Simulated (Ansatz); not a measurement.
SiO₂: single-point calculation (part 1 of 2)

- system: SiO₂ (slab, 24 atoms in the cell)
- method: DFT r2SCAN, scalar-relativistic, plane waves, PAW, no spin polarisation (Ansatz 0.2.0)

The structure derives from an entry of the Crystallography Open Database. It belongs to a series of runs on one base structure; here: (0 0 1) slab cut from the bulk. Figures and captions count atoms from 1; the log counts them from 0 in places.

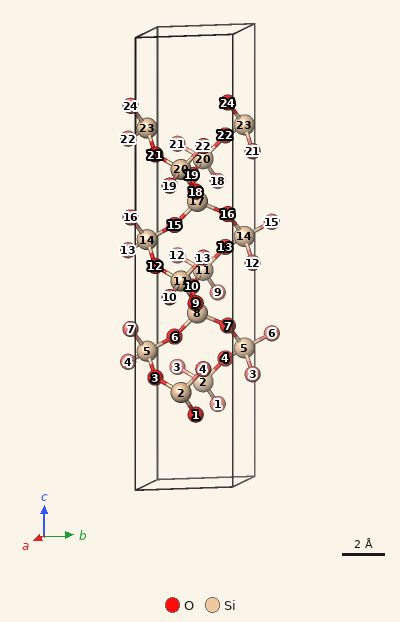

**Figure 1.** The structure (ball-and-stick view of the cell of the calculation, with the vacuum cut short, seen slightly off an axis; neighbours outside the cell are drawn fainter; atoms are numbered from 1 in the order of the input). An atom can appear more than once, as a periodic image. Near neighbours in the periodic cell (some may lie outside the picture): O has 1 Si at 1.62 Å; Si has 3 O at 1.61 to 1.62 Å; O has 2 Si at 1.61 to 1.62 Å; Si has 4 O at 1.61 to 1.62 Å.

**Input file**
```yaml
crystal:
  lattice:
    - [4.9207348796, 0.0, 0.0]
    - [-2.4603674398, 4.261481411, 0.0]
    - [0.0, 0.0, 29.9684716895]
  atoms:
    - { symbol: O, position: [0.855972879, 0.5867893381, 0.2502630123] }
    - { symbol: Si, position: [0.0, 0.4688583652, 0.2892077293] }
    - { symbol: O, position: [0.730816459, 0.144027121, 0.3104893754] }
    - { symbol: O, position: [0.144027121, 0.730816459, 0.3281524462] }
    - { symbol: Si, position: [0.4688583652, 0.0, 0.3494340923] }
    - { symbol: O, position: [0.4132106619, 0.269183541, 0.3707157385] }
    - { symbol: O, position: [0.5867893381, 0.855972879, 0.3883788093] }
    - { symbol: Si, position: [0.5311416348, 0.5311416348, 0.4096604554] }
    - { symbol: O, position: [0.855972879, 0.5867893381, 0.4309421015] }
    - { symbol: O, position: [0.269183541, 0.4132106619, 0.4486051723] }
    - { symbol: Si, position: [0.0, 0.4688583652, 0.4698868185] }
    - { symbol: O, position: [0.730816459, 0.144027121, 0.4911684646] }
    - { symbol: O, position: [0.144027121, 0.730816459, 0.5088315354] }
    - { symbol: Si, position: [0.4688583652, 0.0, 0.5301131815] }
    - { symbol: O, position: [0.4132106619, 0.269183541, 0.5513948277] }
    - { symbol: O, position: [0.5867893381, 0.855972879, 0.5690578985] }
    - { symbol: Si, position: [0.5311416348, 0.5311416348, 0.5903395446] }
    - { symbol: O, position: [0.855972879, 0.5867893381, 0.6116211907] }
    - { symbol: O, position: [0.269183541, 0.4132106619, 0.6292842615] }
    - { symbol: Si, position: [0.0, 0.4688583652, 0.6505659077] }
    - { symbol: O, position: [0.730816459, 0.144027121, 0.6718475538] }
    - { symbol: O, position: [0.144027121, 0.730816459, 0.6895106246] }
    - { symbol: Si, position: [0.4688583652, 0.0, 0.7107922707] }
    - { symbol: O, position: [0.5867893381, 0.855972879, 0.7497369877] }
basis:
  ecutwfc: 500
kpoints:
  mp_grid: { grid: [6, 6, 1] }
hamiltonian:
  xc: r2scan
scf:
  occupations: { method: gaussian, width: 0.05 }
output:
  forces: true
  stress: true
  eigenvalues: true
  write_density: true
  write_potential: true
  elf: true
  volumetric_format: npy
efield:
  axis: 3
  dipole_correction: true
  ramp_width: 0.04
```

Machine: 2 threads of Intel Xeon (Granite Rapids), 192 GiB of memory available, shared host.

Launched with:
```bash
ansatz run input.yaml --threads 2 --pin off --max-ram 5120MiB --backend cpu --events-out ev --progress --plain --runs-dir out
```

**What the program printed**
```
Engine: ansatz 0.2.0, x86_64-unknown-linux-gnu
Pseudopotentials: kind: paw
Pseudopotential: O, paw, valence charge 6, recommended cutoff 500 eV (meta_gga), O.paw.azcp
Pseudopotential: Si, paw, valence charge 4, recommended cutoff 500 eV (meta_gga), Si.paw.azcp
Functional definition: r2SCAN
  parameter k0 = 0.174
  parameter k1 = 0.065
  parameter a1 = 4.9479
  exchange = r2scan_x(k0 = k0, k1 = k1, a1 = a1)
  correlation = r2scan_c
Crystal: 24 atoms, lattice volume = 628.427 Å³
Basis set: ecut = 500 eV, 15859 PW (Γ), exchange–correlation on 144×144×900 points (64 copies of the dense FFT grid, shifted against one another)
Bands: 88, of which v1, the nominal top of the filled ones, is band 64 counted from 1 (63 counted from 0)
Symmetry: 1 space group operations
k-points: 20 of 36 (time reversal used)
Non-local potential: O, projectors of the file, l = 0: 2, l = 1: 2, l = 2: 1
Non-local potential: Si, projectors of the file, l = 0: 2, l = 1: 2, l = 2: 2
PAW form: soft (Blöchl's): semilocal exchange-correlation on the pseudo side does not see the compensation charge
PAW frozen core: O, regenerated for the run's functional (the file was generated under x = pbe(κ = 0.804, μ = 0.2195149727645171), c = pbe(β = 0.06672455060314922))
PAW frozen core: Si, regenerated for the run's functional (the file was generated under x = pbe(κ = 0.804, μ = 0.2195149727645171), c = pbe(β = 0.06672455060314922))
PAW one-centre angular grid: O, 302 points (default); XC on 160 Gauss nodes
PAW one-centre angular grid: Si, 302 points (default); XC on 160 Gauss nodes
Initial density: superposition of atomic densities (neutral atoms: chi_scale 0, normalization atom), corrected by the library's trained network
Initial wavefunctions: pseudopotential atomic-orbital guess
Functional: x = r2scan, c = r2scan; τ floored in thin density (d = 2e-4 eV/Å³)
SCF iter   1: F=—  HF=-14230.296457 eV  |F-HF|=—  |Δ(HF+E_count)|=         —  Δρ=8.53e-3  dr2=7.55e-1  dr2_τ=2.02e0  ethr=1.77e-3  p=0.000 e·Å  D=2.10e-13 V/Å  ΔV_dip=-0.00 eV  dr2_dipole=1.84e-9  V_vac-E_F(+/−)=8.19/8.19 eV  ⟨swp⟩=7.8  Hψ=9385  notcnv=0  defer=218
efield: sawtooth ramp at fractional position 0.9800 (placed from the atoms, in the widest stretch of the axis that holds none; the zero of the levels goes with the place), width 0.0400; the density the first Hamiltonian is built on has a dipole p = 0.000 e·Å; the dipole correction subtracts the counter field D = 2.10e-13 V/Å, which shifts the + side's vacuum level by -0.00 eV against the − side's; the planar-averaged density in the ramp window peaks in size at 2.8e-5 e/Å³
preconditioner: auto → Resta (q_TF=auto, 2.093 Å⁻¹)  ε∞=2.0  [insulator: Δε(μ)=1.855 eV  Ē_g=16.979 eV  σ=0.050 eV  W_gap=1.00  n_scr=108 (ndim 8)  ℏωp=16.8 eV  f_vac=0.483  D(μ)=0.00/eV (n_scr^D=0)  ε∞_Penn≈2.0  vacuum switching on, ρ_ref=2.1e-2 e/Å³]
SCF iter   2: F=—  HF=-14230.887751 eV  |F-HF|=—  |Δ(HF+E_count)|=   5.91e-1  Δρ=1.06e-2  dr2=6.01e-1  dr2_τ=6.86e-2  ethr=5.90e-4  p=-0.000 e·Å  D=-9.84e-6 V/Å  ΔV_dip=0.00 eV  dr2_dipole=8.55e-9  V_vac-E_F(+/−)=8.15/8.15 eV  ⟨swp⟩=3.0  Hψ=3214  notcnv=0  defer=393
SCF iter   3: F=—  HF=-14230.817699 eV  |F-HF|=—  |Δ(HF+E_count)|=   7.01e-2  Δρ=3.28e-3  dr2=6.21e-2  dr2_τ=5.32e-3  ethr=4.70e-4  p=0.000 e·Å  D=2.07e-6 V/Å  ΔV_dip=-0.00 eV  dr2_dipole=9.47e-15  V_vac-E_F(+/−)=8.23/8.23 eV  ⟨swp⟩=2.7  Hψ=3145  notcnv=0  defer=393
SCF iter   4: F=—  HF=-14230.812758 eV  |F-HF|=—  |Δ(HF+E_count)|=   4.94e-3  Δρ=9.99e-4  dr2=3.77e-3  dr2_τ=5.24e-4  ethr=4.85e-5  p=0.000 e·Å  D=4.49e-6 V/Å  ΔV_dip=-0.00 eV  dr2_dipole=9.81e-12  V_vac-E_F(+/−)=8.23/8.23 eV  ⟨swp⟩=2.0  Hψ=1560  notcnv=0  defer=393
SCF iter   5: F=—  HF=-14230.813651 eV  |F-HF|=—  |Δ(HF+E_count)|=   8.92e-4  Δρ=2.14e-4  dr2=1.85e-4  dr2_τ=1.90e-5  ethr=2.94e-6  p=0.000 e·Å  D=5.49e-6 V/Å  ΔV_dip=-0.00 eV  dr2_dipole=6.43e-11  V_vac-E_F(+/−)=8.22/8.22 eV  ⟨swp⟩=2.3  Hψ=2606  notcnv=0  defer=393
SCF iter   6: F=—  HF=-14230.813733 eV  |F-HF|=—  |Δ(HF+E_count)|=   8.25e-5  Δρ=7.01e-5  dr2=2.05e-5  dr2_τ=2.28e-6  ethr=1.45e-7  p=0.000 e·Å  D=3.17e-6 V/Å  ΔV_dip=-0.00 eV  dr2_dipole=5.38e-10  V_vac-E_F(+/−)=8.22/8.22 eV  ⟨swp⟩=2.0  Hψ=2367  notcnv=0  defer=393
SCF iter   7: F=—  HF=-14230.813822 eV  |F-HF|=—  |Δ(HF+E_count)|=   8.83e-5  Δρ=2.13e-5  dr2=2.63e-6  dr2_τ=2.94e-7  ethr=1.60e-8  p=-0.000 e·Å  D=-6.55e-6 V/Å  ΔV_dip=0.00 eV  dr2_dipole=2.69e-9  V_vac-E_F(+/−)=8.22/8.22 eV  ⟨swp⟩=2.0  Hψ=2719  notcnv=0  defer=393
SCF iter   8: F=—  HF=-14230.813822 eV  |F-HF|=—  |Δ(HF+E_count)|=   3.76e-7  Δρ=9.39e-6  dr2=4.07e-7  dr2_τ=4.67e-8  ethr=2.05e-9  p=0.000 e·Å  D=8.11e-6 V/Å  ΔV_dip=-0.00 eV  dr2_dipole=4.76e-9  V_vac-E_F(+/−)=8.22/8.22 eV  ⟨swp⟩=2.0  Hψ=2538  notcnv=0  defer=393
SCF iter   9: F=—  HF=-14230.813822 eV  |F-HF|=—  |Δ(HF+E_count)|=   1.89e-7  Δρ=7.40e-6  dr2=3.75e-7  dr2_τ=3.34e-8  ethr=7.81e-11  p=-0.000 e·Å  D=-1.10e-5 V/Å  ΔV_dip=0.00 eV  dr2_dipole=8.83e-9  V_vac-E_F(+/−)=8.22/8.22 eV  ⟨swp⟩=25.6  Hψ=19634  notcnv=0
SCF iter  10: F=-14230.813822 eV  HF=-14230.813822 eV  |F-HF|=8.34e-9  |Δ(HF+E_count)|=   3.63e-8  Δρ=1.23e-6  dr2=6.86e-9  dr2_τ=8.33e-10  ethr=7.81e-11  p=0.000 e·Å  D=1.58e-8 V/Å  ΔV_dip=-0.00 eV  dr2_dipole=1.08e-12  V_vac-E_F(+/−)=8.22/8.22 eV  ⟨swp⟩=9.7  Hψ=12294  notcnv=0
SCF 1 converged in 10 iterations: F = -14230.813822 eV  dr2 = 6.86e-9
  greatest PAW one-centre occupation: 0.881 electrons in one spin orbital (limit 2), on the O atom at site 0 (counted from 0), in its partial waves of l = 0
```

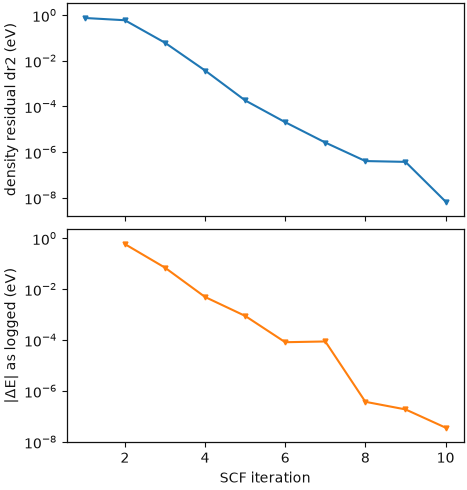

**Figure 2.** Convergence of the self-consistent field: density residual dr2 and size of the energy change against the SCF iteration. The residual falls at every step.

```
WARN: The output density's exchange-correlation potential varies sharply where the density is thin. Do not read a vacuum level from v_tot or v_xc, or from such a field of the output density. On a cell that repeats whose density bears no net charge and no dipole along the vacuum's axis use v_es (v_loc + v_h of the components); under efield.dipole_correction with no amplitude use v_es + v_field, which holds any external_charges[].barrier, or the levels of the report's work_function block, which leave it out; under a non-zero efield.amplitude the vacuum is tilted and has no level; on a cell that repeats and bears such a dipole with no correction it is tilted too, and efield.dipole_correction with no amplitude gives each side of its ramp a level where efield: is served; in a cell that repeats whose density bears a net charge (total_charge, or a fill off its count) it is curved and has none; of a slab under crystal.periodic whose density bears no net charge use v_es, which has a level on each side, short of where the two are joined; of another it falls or rises all the way out and has none; of a slab beside external_charges read slab_vacuum_level instead, which it has where they leave it neutral. The grid or the basis barely resolves most such structure, and the values can differ between equally converged runs; as a rule a tighter scf.convergence.dr2_threshold does not remove it. Where the density itself ripples (under the LDA too) a higher basis.ecutwfc lessens it. The files hold the spikes' plane waves up to the density's cutoff. Files: v_tot_of_output_density and the like, and their columns of v_z.tsv (output.write_potential); v_xc_of_output_density and the like, and their columns of v_comp_z.tsv (output.write_potential_components). Measured: with its Gaussian average of σ = 0.25 Å subtracted twice, the exchange-correlation potential is over 0.1 eV at 13161 of the grid points where the equally averaged density (valence and model cores) is under 1e-3 e/Å³, and 0.412 eV at the most among them, at an averaged density of 3.3e-9 e/Å³. The input density's (outcome.potential() and, of a run that writes arrays, v_tot and v_xc) is over 0.1 eV, so measured, at 382 points of its own thin density, 0.333 eV at the most. See output.write_potential in the manual, Limitations
SCF converged after 10 iterations
Free energy (F): -14230.813822 eV
Harris-Foulkes:  -14230.813822 eV  (|F-HF|=8.34e-9)
Internal energy: -14230.813822 eV  (E = F + TS)
E sigma→0 (E₀):  -14230.813822 eV
Fermi energy:    -1.650979 eV
Dipole field:    D = 0.000001 V/Å  (p = 0.000003 e·Å, saw-weighted, corrected)
Work function:   Φ+ = 8.2154 eV   Φ− = 8.2154 eV
Levels:          The Fermi level and band energies are counted from a zero that moves with the ramp; work functions are not
--- Per-component energies (eV) ---
  E_band       = -1468.586327
  E_kinetic    = 3217.991469
  E_local      = -98766.060273  (includes V_loc(G=0)·N_el)
  E_nonlocal   = 944.659833
  E_hartree    = 47870.519959
  E_xc         = -1593.553328
  E_vxc        = -2110.766008  (∫ρ·V_xc dr)
  E_paw        = -6730.171919  (= ΣΔE_a)
  E_vpaw       = -630.057133  (= ΣTr[D̂ρ^β])
  E_aug_tail   = 0.016958  (compensation charges beyond the density's cutoff)
  E_vtau       = 134.589249  (kinetic-family band-sum trace: ∫τ·v_τ [+ j·A + Jᵃ·Aᵃ] dr)
  E_efield     = 0.000000  (sawtooth field / dipole correction)
  E_vefield    = 0.000000  (∫n·V_field dr)
  E_ewald      = 40826.905997
  E_core_change = -1.122519  (= ΣΔE_core)
  E_smearing   = -0.000000  (= −TS)
  E_closure    = 0.000000  (closes the sum)
  Σ components = -14230.813822   (vs F -14230.813822, Δ=0.00e0)
```
